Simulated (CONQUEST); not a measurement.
## Molecular dynamics of PtS2 (part 2 of 2)

The same run, continued: PtS2 (P-3m1, 6 atoms in the cell); Kohn-Sham DFT of a periodic cell, WC, PseudoDojo NC PBEsol, no spin polarisation (CONQUEST 1.3); 4×3×3 k-mesh, fermi-dirac of 0.05 eV. The structure derives from an entry of the Crystallography Open Database.

Geometry of the input (Å; fractional positions):
```
3.5432  0.0000  0.0000
0.0000  5.0388  0.0000
0.0000  0.0000  6.1370
Pt 0.0000  0.0000  0.0000
Pt 0.5000  0.0000  0.5000
S  0.0000  0.7730  0.3333
S  0.5000  0.7730  0.8333
S  0.0000  0.2270  0.6667
S  0.5000  0.2270  0.1667
```

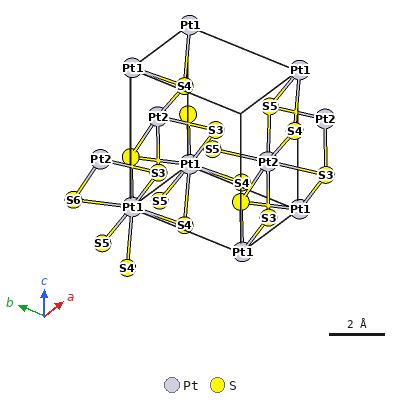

*The geometry at step 10 of the log (ball-and-stick view of the cell of the calculation, seen at an oblique angle; bonded neighbours outside the cell are drawn too; atoms are numbered from 1 in the order of the input).*

What the program printed, continued
```
    md_run: iteration    20
    integrate_pt: first call
    update_pos_and_box: starting

    Screened ion int: energy:    -236.316163553537 Ha

      PulayMixSC: Starting Pulay mixing, A_up =  0.500 A_dn =  0.500
      PulayMixSC: Spin non-polarised calculation.
          Harris-Foulkes Energy            :      -305.440154928227798 Ha
          Free Energy (E-TS)               :      -305.440594012417023 Ha
      PulayMixSC: Pulay iteration     1 residual:              0.88997E-04
          Harris-Foulkes Energy            :      -305.440243450543562 Ha
          Free Energy (E-TS)               :      -305.440648177843002 Ha
      PulayMixSC: Pulay iteration     2 residual:              0.13404E-03
          Harris-Foulkes Energy            :      -305.440095814042650 Ha
          Free Energy (E-TS)               :      -305.440520528203422 Ha
      PulayMixSC: Pulay iteration     3 residual:              0.20160E-04
          Harris-Foulkes Energy            :      -305.440098858359079 Ha
          Free Energy (E-TS)               :      -305.440524840694309 Ha
      PulayMixSC: Pulay iteration     4 residual:              0.29292E-04
          Harris-Foulkes Energy            :      -305.440094103399815 Ha
          Free Energy (E-TS)               :      -305.440518978995954 Ha
      PulayMixSC: Pulay iteration     5 residual:              0.69806E-05
      PulayMixSC: Reached SCF tolerance of  0.69806E-05 after      5 iterations
      | Number of electrons      =        60.000045
      | GS Energy as E-(1/2)TS   =      -305.440306541197856 Ha
      | Free Energy as E-TS      =      -305.440518978995954 Ha
      |* Harris-Foulkes energy   =      -305.440094103399815 Ha
      |* DFT total energy        =      -305.440091789504208 Ha

      force: Maximum force :        0.03556504(Ha/a0) on atom         1 in z direction
      force: Force Residual:        0.03348048 Ha/a0
      force: Total stress:          4.70571000    11.87942951     3.98101155 GPa
      force: Average pressure:     -6.85538368 GPa

      get_E_and_F: Change in energy during last step of electronic optimisation:  0.47550E-05
    integrate_pt: second call

    MD step:     20 KE:         0.02291196 Ha IntEnergy:        -305.44009410 Ha TotalEnergy:        -305.41718214 Ha
    Ionic temperature       :    803.90338084 K
    Maximum force:               0.03556504 Ha/a0
    Force Residual:              0.03348048 Ha/a0
    Energy change:               0.00174563 Ha
    Conserved quantity H'   :   -305.44510030 Ha
    Components of conserved quantity
    Kinetic energy          :      0.02291196 Ha
    Potential energy        :   -305.44009410 Ha
    SVR energy              :     -0.02651865 Ha

      Simulation cell dimensions:     6.6957 a0 x     9.5220 a0 x    11.5973 a0

      Atomic coordinates (a0)
         Atom         X         Y         Z  Species
            1    0.0415    9.3063    0.1076        1
            2    3.3478    0.2235    5.7658        1
            3    0.1882    6.9527    3.8988        2
            4    3.0809    6.7922    9.3833        2
            5    6.5497    2.6141    7.8364        2
            6    3.3203    2.6373    1.6212        2
    get_T_and_KE: KE:     0.022212 Ha
    get_T_and_KE: T:    779.351188 K
    get_P_and_stress:  P:    -6.266157 GPa
    get_P_and_stress: PV:     0.000000 Ha
    write_md_data: starting

    BIBLIOGRAPHY: Please consider citing the following references in the conquest.bib file

    CONQUEST:         Bowler2002pt, Miyazaki2004, Nakata2020
    Basis:            Bowler2019, Nakata2014, Nakata2015
    DM:               Bowler:2006xr
    Pseudopotentials: Hamann2013, Bowler2019
    MD:               Arita2014,
    XC functional:    Wu2006

    Warnings written to file Conquest_warnings; please check
```

File coords.dat
```
    6.6956776048     0.0000000000     0.0000000000
    0.0000000000     9.5219519968     0.0000000000
    0.0000000000     0.0000000000    11.5972538019
6
  0.0000000000   0.0000000000   0.0000000000 1 T T T
  3.3478388024   0.0000000000   5.7986269009 1 T T T
  0.0000000000   7.3604688935   3.8657512634 2 T T T
  3.3478388024   7.3604688935   9.6643781643 2 T T T
  0.0000000000   2.1614831033   7.7315025384 2 T T T
  3.3478388024   2.1614831033   1.9328756375 2 T T T
```

File coord_next.dat
```
      6.69567760480000018      0.00000000000000000      0.00000000000000000
      0.00000000000000000      9.52195199680000037      0.00000000000000000
      0.00000000000000000      0.00000000000000000     11.59725380190000088
       6
      0.04152206698936788      9.30627711888566900      0.10761127441286950     1  T  T  T
      3.34781533555821387      0.22351321554708620      5.76581793353711181     1  T  T  T
      0.18821626487901594      6.95268320077232804      3.89881970816867707     2  T  T  T
      3.08087620097616055      6.79215916327317704      9.38334784703248914     2  T  T  T
      6.54965595047735949      2.61407764433273559      7.83637452344975838     2  T  T  T
      3.32025144019265372      2.63732285224926244      1.62121935954102825     2  T  T  T
```

Trajectory as extended XYZ (Å, eV, eV/Å), 13 of the 21 frames kept, from step=0 to step=20
```
6
Lattice="3.5432 0.0000 0.0000 0.0000 5.0388 0.0000 0.0000 0.0000 6.1370" Properties=species:S:1:pos:R:3:forces:R:3 step=0 time_fs=0.0 energy=-8311.97435 temperature=1000.0 pressure_GPa=0.76
Pt    0.0000    0.0000    0.0000    0.0000   0.0000   0.0000
Pt    1.7716    0.0000    3.0685    0.0000   0.0000   0.0000
S     0.0000    3.8950    2.0457    0.0000  -1.7199  -0.0303
S     1.7716    3.8950    5.1142    0.0000  -1.7199  -0.0303
S     0.0000    1.1438    4.0913    0.0000   1.7199   0.0303
S     1.7716    1.1438    1.0228    0.0000   1.7199   0.0303
6
Lattice="3.5432 0.0000 0.0000 0.0000 5.0388 0.0000 0.0000 0.0000 6.1370" Properties=species:S:1:pos:R:3:forces:R:3 step=2 time_fs=4.0 energy=-8311.96112 temperature=1055.6 pressure_GPa=11.03
Pt    0.0078    5.0273    0.0121   -0.7918   0.0348  -0.8056
Pt    1.7711    0.0113    3.0685    0.1387   0.0081  -0.2415
S     0.0247    3.8988    2.0251   -0.3691  -1.7642   0.4451
S     1.7349    3.8837    5.0952    0.5450  -1.6311   0.0861
S     3.5328    1.1502    4.0945    0.0634   1.6065   0.0856
S     1.7496    1.1460    0.9857    0.4324   1.7458   0.4721
6
Lattice="3.5432 0.0000 0.0000 0.0000 5.0388 0.0000 0.0000 0.0000 6.1370" Properties=species:S:1:pos:R:3:forces:R:3 step=3 time_fs=6.0 energy=-8311.94592 temperature=1118.7 pressure_GPa=10.87
Pt    0.0115    5.0215    0.0180   -1.1655   0.0868  -1.1757
Pt    1.7710    0.0171    3.0685    0.1818  -0.0090  -0.3770
S     0.0367    3.8976    2.0154   -0.5320  -1.7393   0.6539
S     1.7171    3.8749    5.0857    0.7955  -1.5640   0.1513
S     3.5276    1.1564    4.0962    0.0872   1.5207   0.1090
S     1.7390    1.1503    0.9676    0.6537   1.7081   0.6743
6
Lattice="3.5432 0.0000 0.0000 0.0000 5.0388 0.0000 0.0000 0.0000 6.1370" Properties=species:S:1:pos:R:3:forces:R:3 step=5 time_fs=10.0 energy=-8311.90088 temperature=1179.5 pressure_GPa=9.96
Pt    0.0188    5.0090    0.0299   -1.8316   0.2201  -1.9363
Pt    1.7706    0.0294    3.0681    0.2339  -0.0490  -0.5497
S     0.0602    3.8885    1.9971   -0.8095  -1.6254   1.1089
S     1.6821    3.8504    5.0659    1.2017  -1.3215   0.2237
S     3.5168    1.1753    4.1004    0.1353   1.2321   0.1350
S     1.7191    1.1659    0.9314    1.0802   1.5571   1.0584
6
Lattice="3.5432 0.0000 0.0000 0.0000 5.0388 0.0000 0.0000 0.0000 6.1370" Properties=species:S:1:pos:R:3:forces:R:3 step=7 time_fs=14.0 energy=-8311.84895 temperature=1245.3 pressure_GPa=8.48
Pt    0.0247    4.9965    0.0405   -2.2705   0.3797  -2.5412
Pt    1.7705    0.0419    3.0673    0.2229  -0.1467  -0.6337
S     0.0804    3.8715    1.9839   -0.9725  -1.4031   1.4547
S     1.6522    3.8191    5.0467    1.4521  -0.9763   0.2752
S     3.5064    1.2004    4.1053    0.1825   0.8652   0.1397
S     1.7040    1.1892    0.8995    1.3759   1.2896   1.3334
6
Lattice="3.5432 0.0000 0.0000 0.0000 5.0388 0.0000 0.0000 0.0000 6.1370" Properties=species:S:1:pos:R:3:forces:R:3 step=8 time_fs=16.0 energy=-8311.82340 temperature=1184.0 pressure_GPa=7.49
Pt    0.0272    4.9899    0.0453   -2.3959   0.4558  -2.7911
Pt    1.7705    0.0485    3.0667    0.2013  -0.2005  -0.6142
S     0.0893    3.8596    1.9795   -1.0116  -1.2567   1.6021
S     1.6389    3.8005    5.0369    1.5338  -0.7505   0.2721
S     3.5012    1.2154    4.1081    0.2009   0.6455   0.1233
S     1.6984    1.2041    0.8850    1.4605   1.1152   1.4297
6
Lattice="3.5432 0.0000 0.0000 0.0000 5.0388 0.0000 0.0000 0.0000 6.1370" Properties=species:S:1:pos:R:3:forces:R:3 step=10 time_fs=20.0 energy=-8311.77579 temperature=1083.8 pressure_GPa=5.19
Pt    0.0306    4.9774    0.0532   -2.4331   0.6109  -3.0234
Pt    1.7706    0.0613    3.0651    0.1336  -0.3457  -0.5966
S     0.1031    3.8323    1.9766   -1.0393  -0.8695   1.6702
S     1.6185    3.7619    5.0189    1.6117  -0.2872   0.3350
S     3.4919    1.2469    4.1141    0.2359   0.2292   0.0983
S     1.6928    1.2369    0.8619    1.4831   0.6547   1.5324
6
Lattice="3.5432 0.0000 0.0000 0.0000 5.0388 0.0000 0.0000 0.0000 6.1370" Properties=species:S:1:pos:R:3:forces:R:3 step=12 time_fs=24.0 energy=-8311.72913 temperature=993.3 pressure_GPa=2.60
Pt    0.0321    4.9655    0.0585   -2.2527   0.7406  -3.0110
Pt    1.7708    0.0737    3.0631    0.0538  -0.4849  -0.5423
S     0.1118    3.8013    1.9817   -1.0022  -0.4146   1.5365
S     1.6061    3.7223    5.0028    1.5860   0.1902   0.4172
S     3.4837    1.2791    4.1205    0.2650  -0.1667   0.0567
S     1.6943    1.2724    0.8462    1.3536   0.1302   1.5440
6
Lattice="3.5432 0.0000 0.0000 0.0000 5.0388 0.0000 0.0000 0.0000 6.1370" Properties=species:S:1:pos:R:3:forces:R:3 step=13 time_fs=26.0 energy=-8311.70322 temperature=738.6 pressure_GPa=1.10
Pt    0.0322    4.9598    0.0603   -2.1067   0.7933  -2.9256
Pt    1.7709    0.0797    3.0619    0.0175  -0.5502  -0.5118
S     0.1142    3.7849    1.9870   -0.9628  -0.1760   1.3759
S     1.6028    3.7028    4.9956    1.5375   0.4158   0.5003
S     3.4801    1.2950    4.1238    0.2751  -0.3512   0.0605
S     1.6976    1.2905    0.8413    1.2506  -0.1476   1.4921
6
Lattice="3.5432 0.0000 0.0000 0.0000 5.0388 0.0000 0.0000 0.0000 6.1370" Properties=species:S:1:pos:R:3:forces:R:3 step=15 time_fs=30.0 energy=-8311.65242 temperature=854.2 pressure_GPa=-1.08
Pt    0.0311    4.9499    0.0619   -1.7950   0.8440  -2.7186
Pt    1.7712    0.0904    3.0594   -0.0390  -0.6385  -0.3856
S     0.1154    3.7547    2.0015   -0.8931   0.2595   1.0897
S     1.6022    3.6689    4.9841    1.4095   0.8122   0.5703
S     3.4746    1.3225    4.1300    0.3032  -0.6603   0.0111
S     1.7079    1.3227    0.8375    1.0132  -0.6214   1.4060
6
Lattice="3.5432 0.0000 0.0000 0.0000 5.0388 0.0000 0.0000 0.0000 6.1370" Properties=species:S:1:pos:R:3:forces:R:3 step=17 time_fs=34.0 energy=-8311.58376 temperature=899.0 pressure_GPa=-3.34
Pt    0.0284    4.9398    0.0613   -1.4300   0.8709  -2.3707
Pt    1.7714    0.1014    3.0564   -0.0944  -0.7346  -0.3060
S     0.1122    3.7232    2.0227   -0.8011   0.7179   0.7076
S     1.6086    3.6362    4.9746    1.2437   1.1696   0.6656
S     3.4701    1.3491    4.1367    0.3262  -0.9269  -0.0869
S     1.7241    1.3546    0.8405    0.7322  -1.0859   1.3491
6
Lattice="3.5432 0.0000 0.0000 0.0000 5.0388 0.0000 0.0000 0.0000 6.1370" Properties=species:S:1:pos:R:3:forces:R:3 step=18 time_fs=36.0 energy=-8311.54099 temperature=843.7 pressure_GPa=-4.50
Pt    0.0265    4.9346    0.0603   -1.2243   0.8866  -2.1639
Pt    1.7715    0.1071    3.0547   -0.1130  -0.7936  -0.2407
S     0.1089    3.7075    2.0355   -0.7438   0.9567   0.4800
S     1.6144    3.6207    4.9707    1.1454   1.3563   0.7384
S     3.4683    1.3617    4.1402    0.3461  -1.0732  -0.0998
S     1.7342    1.3697    0.8447    0.5888  -1.3211   1.2787
6
Lattice="3.5432 0.0000 0.0000 0.0000 5.0388 0.0000 0.0000 0.0000 6.1370" Properties=species:S:1:pos:R:3:forces:R:3 step=20 time_fs=40.0 energy=-8311.44831 temperature=779.4 pressure_GPa=-6.27
Pt    0.0220    4.9247    0.0569   -0.8961   0.8634  -1.8288
Pt    1.7716    0.1183    3.0511   -0.1447  -0.8736  -0.0998
S     0.0996    3.6792    2.0632   -0.6362   1.3101   0.1113
S     1.6303    3.5943    4.9655    0.9247   1.6135   0.7748
S     3.4659    1.3833    4.1468    0.3746  -1.2556  -0.1885
S     1.7570    1.3956    0.8579    0.3276  -1.6495   1.1507
```

Results in brief

| quantity | value |
| --- | --- |
| outcome | finished |
| mean temperature over the second half | 885 K |
| trajectory | 21 frames kept, 40 fs |
| space group of the start (tolerance 0.01 Å) | P-3m1 (164) |
| electrons treated | 60 |
| potential energy (free energy of the electrons) (a single point apart from the frames shown) | −8311.4599 eV |
| Fermi energy of the self-consistent step (a single point apart from the frames shown) | −4.745 eV |
| gap on the k-point mesh (a single point apart from the frames shown) | none (metallic) |
| final volume (a single point apart from the frames shown) | 109.57 Å³ |
| hardware | 1 thread of AMD EPYC (Zen 5), 16 GiB of memory available, shared host |
| wall time | 7 min |
| peak memory | 0.79 GiB |

Remarks

Further notes kept with the run: read_and_write: Functional in input file differs to pseudopotential but proceeding: 104 -116133. Points of doubt noted for this run: potential of other functional. Spin–orbit coupling is left out, which matters for Pt. So short a trajectory is not equilibrated.
